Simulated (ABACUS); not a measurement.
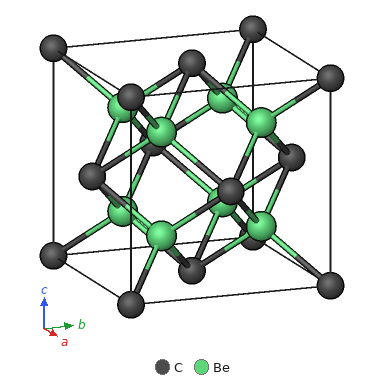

System: Be₂C, space group Fm-3m (No. 225). The picture shows the conventional cell.

Structure:
```
CELL_PARAMETERS angstrom
0.00000 2.16500 2.16500
2.16500 0.00000 2.16500
2.16500 2.16500 0.00000
ATOMIC_POSITIONS crystal
C 0.00000 0.00000 0.00000
Be 0.75000 0.75000 0.75000
Be 0.25000 0.25000 0.25000
```

Method: DFT in plane waves or numerical atomic orbitals with pseudopotentials, no spin polarisation; energies at scaled volumes of the given cell, shape and fractions fixed, counted from the fit's minimum, third-order Birch-Murnaghan fit (ABACUS 3.10.1). Level: PBEsol.

- k mesh: 11×11×11
- occupations: Fermi–Dirac
- smearing width: 0.05 eV
- potentials: PseudoDojo NC SR 0.4.1 PBEsol standard
- wave cutoff: 1211 eV
- density cutoff: 4844 eV
- program settings: basis pw

Predict the energy and pressure against volume. The volume takes the values 6.3593, 6.4946, 6.6299, 6.7652, 6.9005, 7.0358, 7.1711 Å³/atom.

A third-order Birch–Murnaghan fit gives V0 = 6.70 Å³/atom, B0 = 206 GPa and B′ = 3.5. The energy is 12.11 meV/atom at volume 6.3593 Å³/atom and 19.13 meV/atom at 7.1711 Å³/atom; the lowest computed point is at volume 6.7652 Å³/atom (0.39 meV/atom), and no other minimum shows. The pressure falls from 11.78 GPa at volume 6.3593 Å³/atom to −12.42 GPa at 7.1711 Å³/atom, and changes sign near 6.70 Å³/atom.

```tsv
volume (Å³/atom)	energy (meV/atom)	pressure (GPa)
6.3593	12.11	11.78
6.4946	4.28	6.77
6.6299	0.49	2.21
6.7652	0.39	-1.96
6.9005	3.65	-5.76
7.0358	9.98	-9.24
7.1711	19.13	-12.42
```

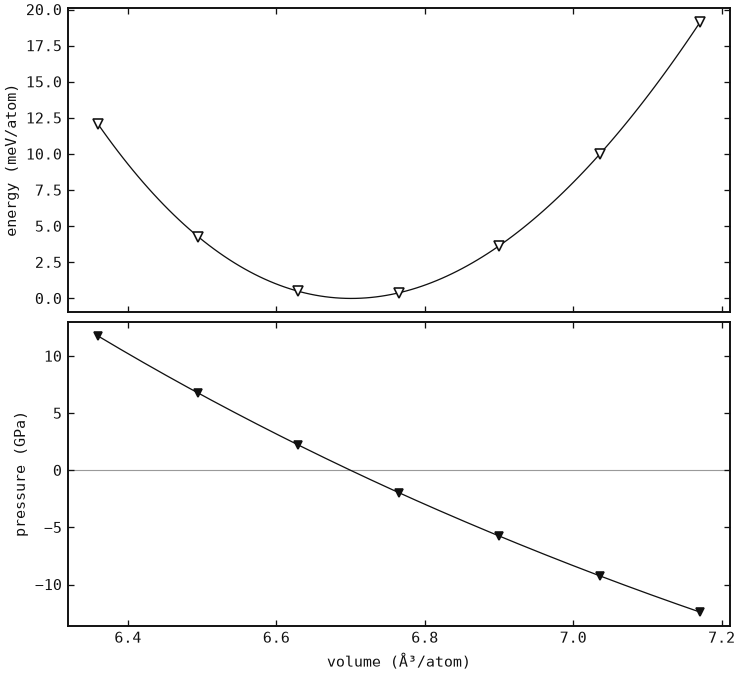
